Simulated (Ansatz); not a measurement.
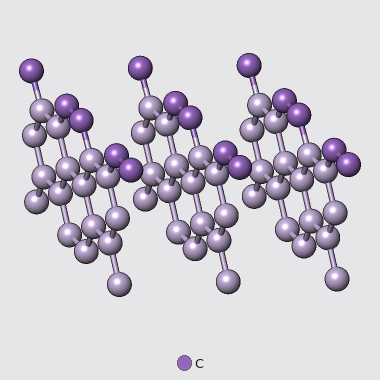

The system is N₂ on a C(110) slab cut from the R-3m phase, its upper half relaxed before the scan (10 atoms of substrate and one adsorbate in a 1 × 1 cell); the picture shows it without the atoms that are moved over the map. N2 is moved over the surface cell at a fixed height above a rigid substrate; the origin of the map has the adsorbate above C9; the height is held at 3.20 Å. Places are given modulo a cell vector. The map is drawn in real space over the plane of the surface. Grid: 4 × 4 points. Energies: meV, counted from the lowest grid point. With one adsorbate in each 1 × 1 cell, its nearest image is 3.6 Å away, so neighbouring adsorbates interact. At a fixed height the lowest place need not be the adsorption site. Theory: Ansatz 0.2.0, DFT PBE+D3(BJ), scalar-relativistic, plane waves, PAW. Settings: cutoff 420 eV, k-mesh 8×7×1, gaussian smearing 0.05 eV, no spin polarisation.

Range: position of N11 along the first surface vector from 0.00 to 0.75; position of N11 along the second surface vector from 0.00 to 0.75.

What will the energy surface look like?

The lowest grid point is at (1/4, 3/4) of the cell vectors. The highest grid point, (0/4, 1/4) of the cell vectors, lies 48.9 meV above the lowest.

| second ↓, first → | 0/4 | 1/4 | 2/4 | 3/4 |
| --- | --- | --- | --- | --- |
| 3/4 | 7.9 | 0.0 | 0.6 | 8.6 |
| 2/4 | 11.9 | 12.6 | 1.6 | 1.0 |
| 1/4 | 48.9 | 33.4 | 8.1 | 21.8 |
| 0/4 | 43.5 | 17.6 | 7.4 | 31.9 |

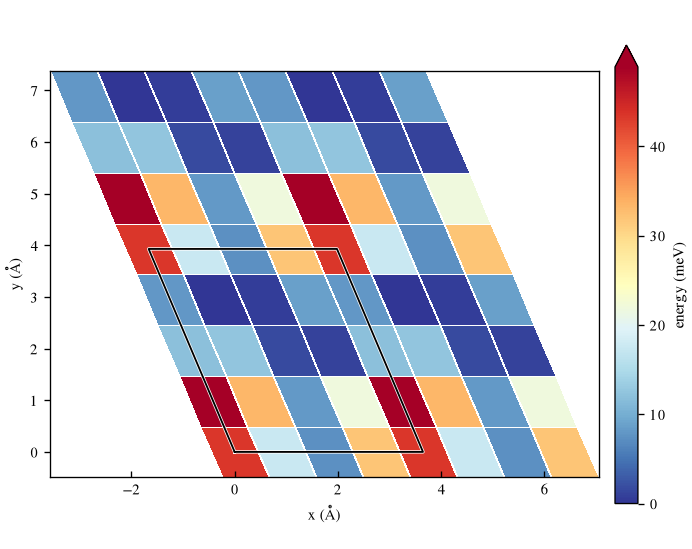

The picture shows one coloured cell a grid point, the outline of one cell of the 2 × 2 shown, one colour for all values above the top of the scale.

Time for the 16 points that were run: 6.2 min on 1 thread of Intel(R) Xeon(R) Platinum 8488C (Sapphire Rapids), with other jobs on the host.

PAW datasets: the set soft_1.
